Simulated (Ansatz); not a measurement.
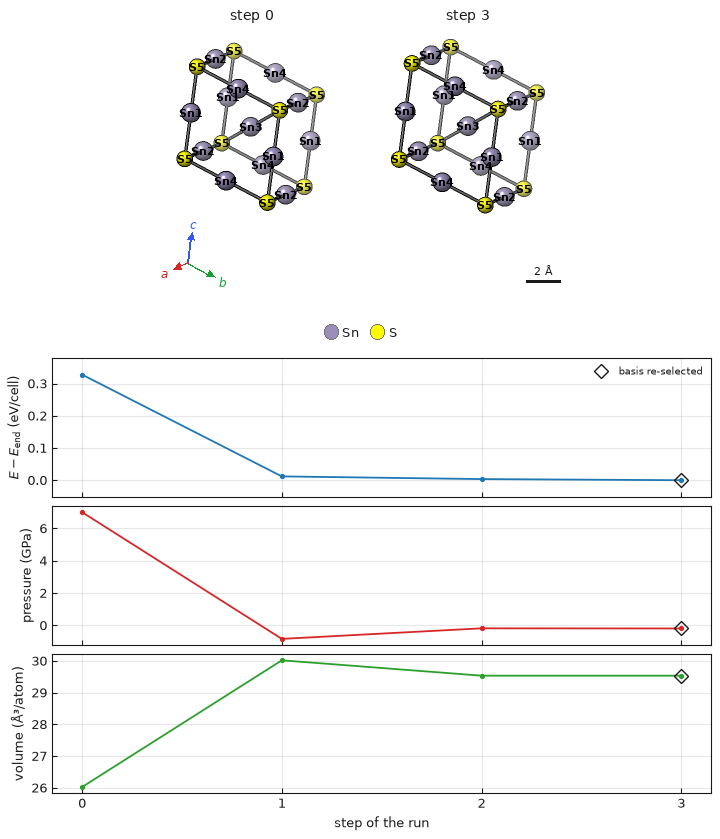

First and last geometry of a relaxation of a crystal of Sn4S (a generated structure, set up in Im-3m) (coarse preliminary run), with the history of the run. A ball-and-stick model of the cell of the calculation, seen slightly off an axis.

The calculation used DFT PBE, scalar-relativistic, plane waves, PAW (Ansatz 0.2.0).

The input:
```yaml
crystal:
  lattice:
    - [-3.19222776, 3.19222776, 3.19222776]
    - [3.19222776, -3.19222776, 3.19222776]
    - [3.19222776, 3.19222776, -3.19222776]
  atoms:
    - { symbol: Sn, position: [0.0, 0.0, 0.5] }
    - { symbol: Sn, position: [0.5, 0.0, 0.0] }
    - { symbol: Sn, position: [0.5, 0.5, 0.5] }
    - { symbol: Sn, position: [0.0, 0.5, 0.0] }
    - { symbol: S, position: [0.0, 0.0, 0.0] }
basis:
  ecutwfc: 420
kpoints:
  mp_grid: { grid: [4, 4, 4] }
hamiltonian:
  xc: pbe
scf:
  occupations: { method: gaussian, width: 0.1 }
  lower_state_search: "off"
output:
  forces: true
  stress: true
  eigenvalues: true
relax:
  adjacent_minimum: "off"
  f_tol: 0.04
  max_steps: 70
  cell: { stress_tol: 0.4 }
```

Run as
```bash
ansatz run input.yaml --threads 1 --pin off --max-ram 2560MiB --backend cpu --events-out ev --progress --plain --runs-dir out
```

> What do the curves and the structures tell?

It converged. No atom moves by more than 0.005 Å relative to the cell. The volume changes by +13.5 %, with a = b = c 5.529 → 5.767 Å (+4.3 %). Some distances before and after: Sn1–S5 2.765 → 2.884 Å. The space group stays Im-3m (No. 229). Over 2 accepted moves (3 points after the start) the energy falls by 0.328 eV per cell of the calculation. All forces vanish by symmetry, so only the cell relaxes. Pressure: 7.00 GPa at the start and −0.19 GPa at the end. At 1 point the geometry stayed and the basis and grid were re-selected for the new cell (energy shift of 3.5 meV per cell of the calculation at most each time).
